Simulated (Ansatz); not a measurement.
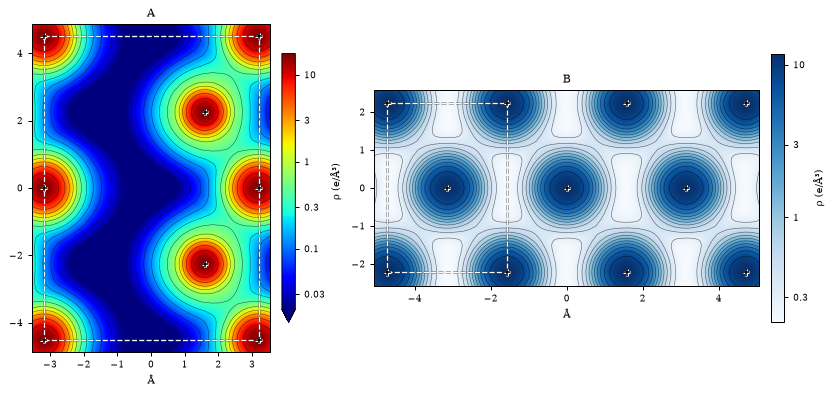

The valence charge density (pseudo) of 2 systems, each on a plane through atoms (crosses mark nuclei in the plane).

All numbers below come from Kohn-Sham DFT of a periodic cell, PBE0, Ansatz PAW (Ansatz).

System 1: Pt, the (011̄) plane of the conventional cell. Space group Im-3m; a structure from a database of computed crystals, not necessarily the ambient phase; computed pressure about −4 GPa in this cell.

System 2: HgTe, the (011) plane of the conventional cell. Space group F-43m; computed pressure about 4 GPa in this cell.

Question: Which map belongs to which system?

Answer: Panel A is system 2, HgTe: the plane holds Hg and Te. Hg–Te (2.77 Å): the density is about 0.41 e/Å³ at the midpoint. Panel B is system 1, Pt: the plane holds Pt. Pt–Pt (2.73 Å): ρ at the midpoint is about 0.4 e/Å³.
